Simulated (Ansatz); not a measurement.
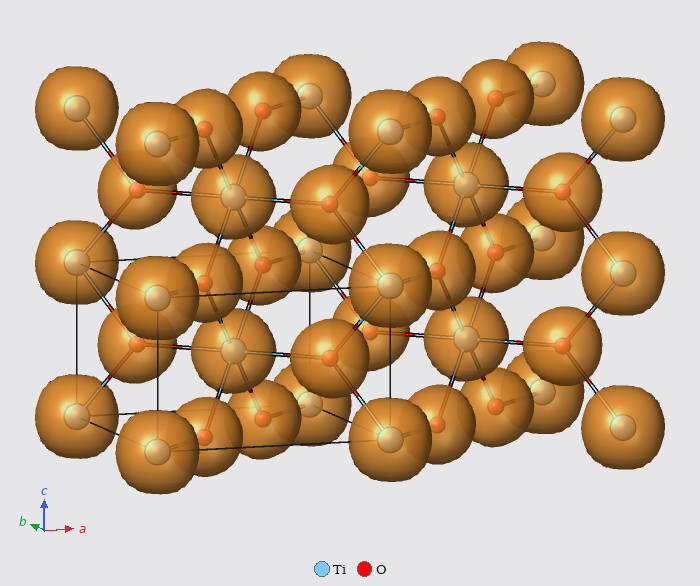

*TiO₂. Isosurface of the valence electron density at 1 e/Å³ (orange), seen slightly off an axis. Sticks mark near contacts.*

Space group P4₂/mnm; changed on purpose from its base cell (volume × 1.06, shape and atoms relaxed); computed pressure about −11 GPa in this cell; computed without spin polarisation.

These are results of DFT r2SCAN, scalar-relativistic, plane waves, PAW (Ansatz 0.2.0), not measurements.

The density is the valence pseudo-density of a PAW calculation; it isn't the true density close to the nuclei.

**What does this surface tell about the bonding?**

At this value the density breaks into separate islands; it holds about 70 % of the electrons treated as valence (semicore included). It bridges none of the near contacts. It is pinched off along the sampled Ti–O (1.97 Å) and Ti–O (2.05 Å) contacts. On the grid the lowest density along these lines, outside the cores, is 0.7 e/Å³ (Ti–O, 1.97 Å) and 0.55 e/Å³ (Ti–O, 2.05 Å).

**Does the calculation give a band gap?**

It is gapped, with a Kohn–Sham gap of 2.2 eV on the k-point mesh, an upper bound to the gap of this method.
